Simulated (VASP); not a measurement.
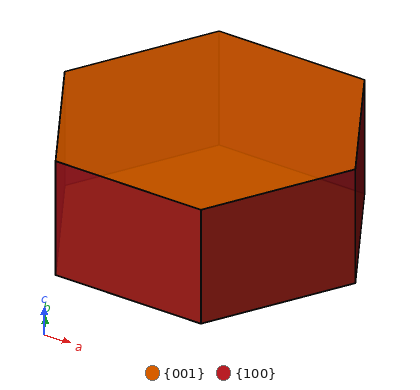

MoS2, space group P-3m1 (No. 164), a = 3.227 Å, b = 3.227 Å, c = 6.312 Å, α = 90.00°, β = 90.00°, γ = 120.00°. Crystal habit computed by the BFDH rule (growth rate of a face proportional to 1/d, systematic absences taken into account). This is a geometric estimate, not an energy calculation. Origin: a cell listed in the Materials Project, as set up for an electronic-structure calculation. Forms under 0.4 % of the area are left out.

Describe the habit.

Answer. It is plate-like. Widths along a, b and c stand as 1.00 : 1.00 : 0.38.

How many faces does the whole crystal have, by form?

Answer. 8 faces: 2 of {001} and 6 of {100}.

List the forms with their spacings and shares.

Answer.
```tsv
form	faces	d (Å)	share of area (%)
{001}	2	6.312	53.0
{100}	6	2.795	47.0
```
